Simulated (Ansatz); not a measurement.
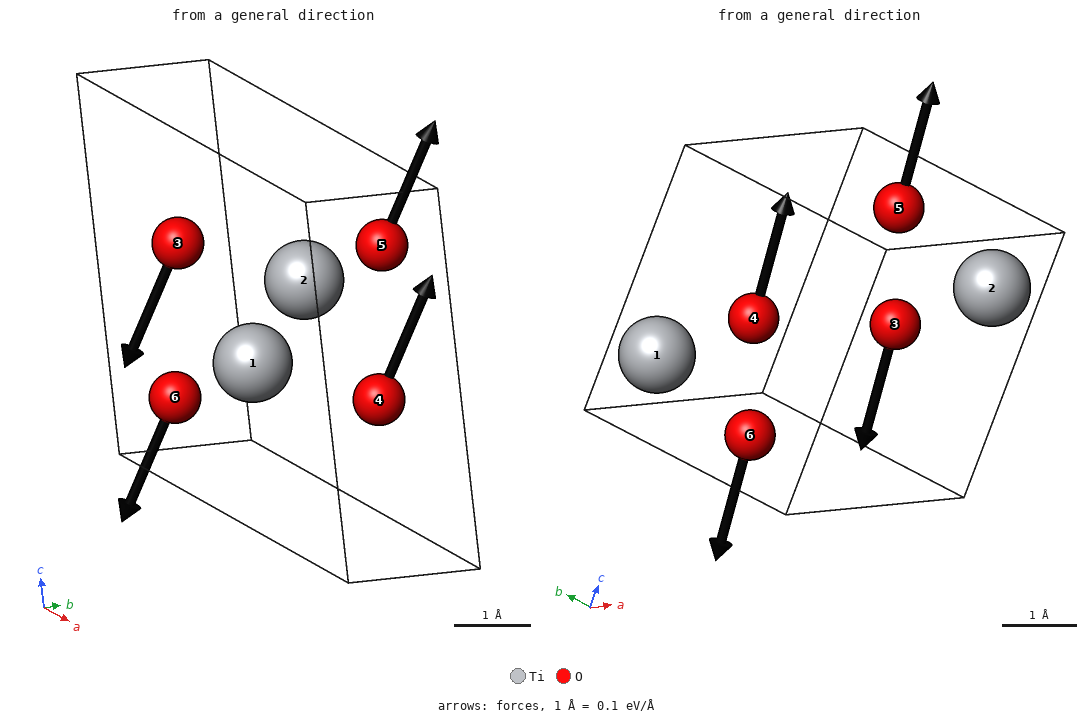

We look at a spheres-only model of the crystal from two general directions. One simulation cell is framed, with atoms on its boundary repeated. The arrows are the computed forces on the atoms.

System: TiO2. The calculation used DFT, HSE06, plane waves, PAW (Ansatz), with plane waves up to 420 eV, a 4×4×4 k-point grid, no spin polarisation.

Q: Are the forces small enough to call this converged?

A: No. The atoms still feel forces of up to about 0.15 eV/Å, above a usual threshold of 0.01 to 0.03 eV/Å.

Q: Where is the maximum force, and how large is it?

A: All O atoms, about 0.15 eV/Å.

Origin of the cell: a structure listed in the Materials Project. Earlier steps of the study may have refined or changed the cell and positions. A calculation with Ansatz used it as input.
